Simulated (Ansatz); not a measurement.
# TiAl3: a changed input and its effect

System: TiAl3 (Pm, 12 atoms in the cell).
Method of run A: DFT PBEsol, scalar-relativistic, plane waves, PAW, no spin polarisation (Ansatz 0.2.0).

The structure derives from a Materials Project entry. Text and figures count atoms from 1; the logs count them from 0 in places.

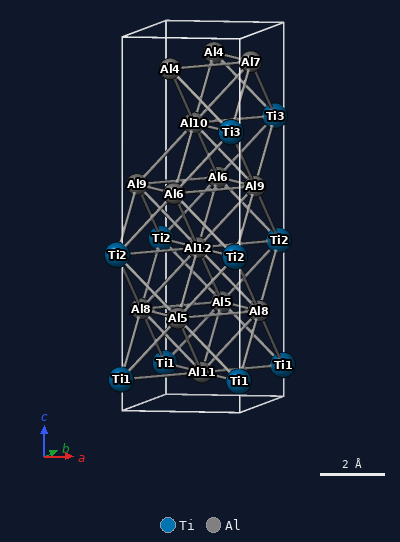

The structure as given in the input (ball-and-stick view of the cell of the calculation, seen slightly off an axis; atoms are numbered from 1 in the order of the input). An atom can appear more than once, as a periodic image.

**Input file, run A**
```yaml
crystal:
  lattice:
    - [0.0, -3.9483448101, 0.0]
    - [0.0, 0.0, -3.9483448101]
    - [11.8450344303, -0.394834481, 0.0]
  atoms:
    - { symbol: Ti, position: [-0.0083333333, 1.0, 0.0833333333] }
    - { symbol: Ti, position: [-0.0416666667, 1.0, 0.4166666667] }
    - { symbol: Ti, position: [-0.075, 1.0, 0.75] }
    - { symbol: Al, position: [0.4083333333, 0.0, 0.9166666667] }
    - { symbol: Al, position: [0.475, 0.0, 0.25] }
    - { symbol: Al, position: [0.4416666667, 0.0, 0.5833333333] }
    - { symbol: Al, position: [-0.0916666667, 0.5, 0.9166666667] }
    - { symbol: Al, position: [-0.025, 0.5, 0.25] }
    - { symbol: Al, position: [-0.0583333333, 0.5, 0.5833333333] }
    - { symbol: Al, position: [0.425, 0.5, 0.75] }
    - { symbol: Al, position: [0.4916666667, 0.5, 0.0833333333] }
    - { symbol: Al, position: [0.4583333333, 0.5, 0.4166666667] }
basis:
  ecutwfc: 420
kpoints:
  mp_grid: { grid: [12, 12, 4] }
hamiltonian:
  xc: pbesol
scf:
  occupations: { method: gaussian, width: 0.15 }
output:
  forces: true
  stress: true
  eigenvalues: true
```

Launched with:
```bash
ansatz run input.yaml --threads 2 --pin off --max-ram 5120MiB --backend cpu --events-out ev --progress --plain --runs-dir out
```

Hardware: 2 threads of Arm Neoverse V1, 24 GiB of memory available, shared host.

**Output, shortened to warnings, some set-up lines, iterations and results (run A)**
```
Basis set: ecut = 420 eV, 3631 PW (Γ), exchange–correlation on 54×54×160 points (8 copies of the dense FFT grid, shifted against one another)
Symmetry: 2 space group operations
k-points: 182 of 576 (time reversal used)
Initial density: superposition of atomic densities (neutral atoms: chi_scale 0, normalization atom), corrected by the library's trained network
[...]
SCF iter   1: F=—  HF=-12146.858242 eV  |F-HF|=—  |Δ(HF+E_count)|=         —  Δρ=3.16e-3  dr2=2.43e-2  ethr=1.77e-3  ⟨swp⟩=7.2  Hψ=37998  notcnv=0
SCF iter   2: F=—  HF=-12146.855567 eV  |F-HF|=—  |Δ(HF+E_count)|=   2.68e-3  Δρ=1.81e-3  dr2=7.79e-3  ethr=3.86e-5  ⟨swp⟩=1.3  Hψ=9609  notcnv=0
SCF iter   3: F=—  HF=-12146.853788 eV  |F-HF|=—  |Δ(HF+E_count)|=   1.78e-3  Δρ=4.31e-4  dr2=7.91e-4  ethr=1.24e-5  ⟨swp⟩=2.8  Hψ=13836  notcnv=0
SCF iter   4: F=—  HF=-12146.853678 eV  |F-HF|=—  |Δ(HF+E_count)|=   1.10e-4  Δρ=1.17e-4  dr2=7.07e-5  ethr=1.26e-6  ⟨swp⟩=2.0  Hψ=8503  notcnv=0
SCF iter   5: F=—  HF=-12146.853740 eV  |F-HF|=—  |Δ(HF+E_count)|=   6.25e-5  Δρ=2.74e-5  dr2=2.12e-6  ethr=1.12e-7  ⟨swp⟩=2.3  Hψ=10046  notcnv=0
SCF iter   6: F=-12146.853740 eV  HF=-12146.853740 eV  |F-HF|=4.15e-8  |Δ(HF+E_count)|=   3.13e-7  Δρ=5.31e-6  dr2=6.22e-8  ethr=1.59e-10  ⟨swp⟩=8.2  Hψ=35548  notcnv=0
SCF 1 converged in 6 iterations: F = -12146.853740 eV  dr2 = 6.22e-8
SCF converged after 6 iterations
Free energy (F): -12146.853740 eV
Harris-Foulkes:  -12146.853740 eV  (|F-HF|=4.15e-8)
Internal energy: -12146.772368 eV  (E = F + TS)
E sigma→0 (E₀):  -12146.813054 eV
Entropy (-TS):   -0.081372 eV (-6.781 meV/atom)
Fermi energy:    10.452446 eV
--- Per-component energies (eV) ---
  E_band       = -436.013710
  E_kinetic    = 1039.152285
  E_local      = -3551.859771  (includes V_loc(G=0)·N_el)
  E_nonlocal   = 126.959131
  E_hartree    = 1567.493894
  E_xc         = -651.117559
  E_vxc        = -635.246086  (∫ρ·V_xc dr)
  E_paw        = -7164.775392  (= ΣΔE_a)
  E_vpaw       = -550.021444  (= ΣTr[D̂ρ^β])
  E_aug_tail   = 0.000320  (compensation charges beyond the density's cutoff)
  E_ewald      = -3513.215681
  E_core_change = 0.590404  (= ΣΔE_core)
  E_smearing   = -0.081372  (= −TS)
  E_closure    = -0.000000  (closes the sum)
  Σ components = -12146.853740   (vs F -12146.853740, Δ=0.00e0)
--- Forces (eV/Å), atoms counted from 1 ---
  atom   1  Ti     0.54576387     1.02733370    -0.00000000
  atom   2  Ti     0.01697378     0.02576272    -0.00000000
  atom   3  Ti    -0.05748737    -0.01115048     0.00000000
  atom   4  Al    -0.45382186    -0.87879284     0.00000000
  atom   5  Al    -0.02240345    -0.04952133     0.00000000
  atom   6  Al    -0.00104347    -0.00088228    -0.00000000
  atom   7  Al    -0.43468690    -0.79709744     0.00000000
  atom   8  Al     0.00285722     0.00344435    -0.00000000
  atom   9  Al    -0.00380143    -0.01595422     0.00000000
  atom  10  Al     0.02061916    -0.03549042    -0.00000000
  atom  11  Al     0.38719969     0.74350657    -0.00000000
  atom  12  Al    -0.00017112    -0.01116995     0.00000000
  max |Σ_I F_I| component: 1.16e-5 eV/Å
--- Stress (GPa, compression-positive) ---
        1.690292       2.816512      -0.000000
        2.816512       1.057569      -0.000000
       -0.000000      -0.000000      -0.314573
  P = ⅓ Tr σ = 0.8111 GPa (8.111 kbar)
```

For run B the input was changed thus:
```diff
-    - [11.8450344303, -0.394834481, 0.0]
+    - [11.8450344303, -0.789668962, 0.0]
-    - { symbol: Ti, position: [-0.0083333333, 1.0, 0.0833333333] }
-    - { symbol: Ti, position: [-0.0416666667, 1.0, 0.4166666667] }
-    - { symbol: Ti, position: [-0.075, 1.0, 0.75] }
-    - { symbol: Al, position: [0.4083333333, 0.0, 0.9166666667] }
-    - { symbol: Al, position: [0.475, 0.0, 0.25] }
-    - { symbol: Al, position: [0.4416666667, 0.0, 0.5833333333] }
-    - { symbol: Al, position: [-0.0916666667, 0.5, 0.9166666667] }
-    - { symbol: Al, position: [-0.025, 0.5, 0.25] }
-    - { symbol: Al, position: [-0.0583333333, 0.5, 0.5833333333] }
-    - { symbol: Al, position: [0.425, 0.5, 0.75] }
-    - { symbol: Al, position: [0.4916666667, 0.5, 0.0833333333] }
-    - { symbol: Al, position: [0.4583333333, 0.5, 0.4166666667] }
+    - { symbol: Ti, position: [-0.0166666667, 1.0, 0.0833333333] }
+    - { symbol: Ti, position: [-0.0833333333, 1.0, 0.4166666667] }
+    - { symbol: Ti, position: [-0.15, 1.0, 0.75] }
+    - { symbol: Al, position: [0.3166666667, 0.0, 0.9166666667] }
+    - { symbol: Al, position: [0.45, 0.0, 0.25] }
+    - { symbol: Al, position: [0.3833333333, 0.0, 0.5833333333] }
+    - { symbol: Al, position: [-0.1833333333, 0.5, 0.9166666667] }
+    - { symbol: Al, position: [-0.05, 0.5, 0.25] }
+    - { symbol: Al, position: [-0.1166666667, 0.5, 0.5833333333] }
+    - { symbol: Al, position: [0.35, 0.5, 0.75] }
+    - { symbol: Al, position: [0.4833333333, 0.5, 0.0833333333] }
+    - { symbol: Al, position: [0.4166666667, 0.5, 0.4166666667] }
```

Predict how the results change.

With the same functional and potentials, run B lies 87.8 meV per atom higher. The pressure goes from 0.81 to 3.04 GPa. The largest force goes from 1.163 to 3.178 eV/Å. The SCF takes 7 iterations against 6. The plane waves at Γ go from 3631 to 3623.

**Output, shortened to warnings, some set-up lines, iterations and results (run B)**
```
Basis set: ecut = 420 eV, 3623 PW (Γ), exchange–correlation on 54×54×160 points (8 copies of the dense FFT grid, shifted against one another)
Symmetry: 2 space group operations
k-points: 182 of 576 (time reversal used)
Initial density: superposition of atomic densities (neutral atoms: chi_scale 0, normalization atom), corrected by the library's trained network
[...]
SCF iter   1: F=—  HF=-12145.806400 eV  |F-HF|=—  |Δ(HF+E_count)|=         —  Δρ=3.93e-3  dr2=7.35e-2  ethr=1.77e-3  ⟨swp⟩=7.3  Hψ=38320  notcnv=0
SCF iter   2: F=—  HF=-12145.802491 eV  |F-HF|=—  |Δ(HF+E_count)|=   3.91e-3  Δρ=2.14e-3  dr2=2.60e-2  ethr=1.17e-4  ⟨swp⟩=1.0  Hψ=9464  notcnv=0
SCF iter   3: F=—  HF=-12145.800044 eV  |F-HF|=—  |Δ(HF+E_count)|=   2.45e-3  Δρ=4.83e-4  dr2=1.27e-3  ethr=4.13e-5  ⟨swp⟩=2.1  Hψ=8756  notcnv=0
SCF iter   4: F=—  HF=-12145.799897 eV  |F-HF|=—  |Δ(HF+E_count)|=   1.47e-4  Δρ=1.03e-4  dr2=6.48e-5  ethr=2.01e-6  ⟨swp⟩=2.0  Hψ=8888  notcnv=0
SCF iter   5: F=—  HF=-12145.799941 eV  |F-HF|=—  |Δ(HF+E_count)|=   4.40e-5  Δρ=3.43e-5  dr2=3.95e-6  ethr=1.03e-7  ⟨swp⟩=2.9  Hψ=14152  notcnv=0
SCF iter   6: F=—  HF=-12145.799940 eV  |F-HF|=—  |Δ(HF+E_count)|=   5.99e-7  Δρ=8.98e-6  dr2=2.38e-7  ethr=6.26e-9  ⟨swp⟩=2.1  Hψ=9578  notcnv=0
SCF iter   7: F=-12145.799940 eV  HF=-12145.799940 eV  |F-HF|=1.68e-9  |Δ(HF+E_count)|=   4.02e-8  Δρ=1.20e-6  dr2=2.35e-9  ethr=1.59e-10  ⟨swp⟩=9.5  Hψ=30390  notcnv=0
SCF 1 converged in 7 iterations: F = -12145.799940 eV  dr2 = 2.35e-9
SCF converged after 7 iterations
Free energy (F): -12145.799940 eV
Harris-Foulkes:  -12145.799940 eV  (|F-HF|=1.68e-9)
Internal energy: -12145.725564 eV  (E = F + TS)
E sigma→0 (E₀):  -12145.762752 eV
Entropy (-TS):   -0.074376 eV (-6.198 meV/atom)
Fermi energy:    10.400970 eV
--- Per-component energies (eV) ---
  E_band       = -436.767613
  E_kinetic    = 1040.807694
  E_local      = -3559.265451  (includes V_loc(G=0)·N_el)
  E_nonlocal   = 128.458951
  E_hartree    = 1569.828065
  E_xc         = -651.500743
  E_vxc        = -635.675704  (∫ρ·V_xc dr)
  E_paw        = -7165.410604  (= ΣΔE_a)
  E_vpaw       = -550.749900  (= ΣTr[D̂ρ^β])
  E_aug_tail   = 0.000318  (compensation charges beyond the density's cutoff)
  E_ewald      = -3509.234198
  E_core_change = 0.590404  (= ΣΔE_core)
  E_smearing   = -0.074376  (= −TS)
  E_closure    = -0.000000  (closes the sum)
  Σ components = -12145.799940   (vs F -12145.799940, Δ=0.00e0)
--- Forces (eV/Å), atoms counted from 1 ---
  atom   1  Ti     2.32823763     2.16360870    -0.00000000
  atom   2  Ti     0.05821634     0.02614037    -0.00000000
  atom   3  Ti    -0.25070852    -0.03352707     0.00000000
  atom   4  Al    -2.06357815    -1.91919040     0.00000000
  atom   5  Al    -0.06877654    -0.10177919     0.00000000
  atom   6  Al    -0.00606392     0.00889266     0.00000000
  atom   7  Al    -1.80221614    -1.65912910     0.00000000
  atom   8  Al    -0.02004582     0.00535834     0.00000000
  atom   9  Al     0.00245322    -0.02551057     0.00000000
  atom  10  Al     0.04132773    -0.05674234    -0.00000000
  atom  11  Al     1.78149468     1.61102371    -0.00000000
  atom  12  Al    -0.00034739    -0.01915197    -0.00000000
  max |Σ_I F_I| component: 6.91e-6 eV/Å
--- Stress (GPa, compression-positive) ---
        7.378629       5.966997      -0.000000
        5.966997       2.780429      -0.000000
       -0.000000      -0.000000      -1.031506
  P = ⅓ Tr σ = 3.0425 GPa (30.425 kbar)
```

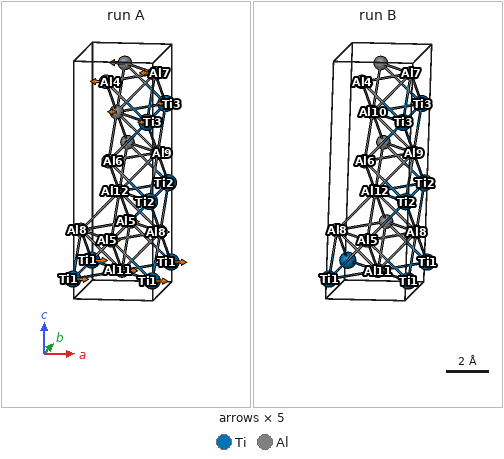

The two input geometries at one scale (ball-and-stick view of the cell of the calculation, seen slightly off an axis). The orange arrows on the first give the shifts of the atoms relative to the cell, with their mean removed, magnified 5 times. The largest moves relative to the cell, 0.16 Å, are those of Ti1, Al4, Al7 and Al11. Largest moves by element: Al 0.16 Å, Ti 0.16 Å. (The mean shift of all atoms is removed.) The drawn cell changes at constant volume: a = b stay at 3.948 Å, c 11.852 → 11.871 Å (+0.2 %), β 88.1° → 86.2°. Among the contacts that change: Ti1–Al4 3.084 → 3.396 Å, Al7–Al11 2.528 → 2.302 Å, Al4–Al11 2.820 → 2.901 Å, Ti1–Al7 2.820 → 2.901 Å.

**The two runs side by side**

| quantity | run A | run B |
| --- | --- | --- |
| outcome | converged | converged |
| free energy per atom (eV) | −1012.2378 | −1012.1500 |
| energy per atom, smearing taken to zero (eV) | −1012.2344 | −1012.1469 |
| gap on the mesh (eV) | 0.00 | 0.00 |
| pressure (GPa) | 0.81 | 3.04 |
| largest force (eV/Å) | 1.163 | 3.178 |
| SCF iterations | 6 | 7 |
| irreducible k-points | 182 | 182 |
| plane waves at Γ | 3631 | 3623 |
| wall time (shared host) | 76 s | 75 s |
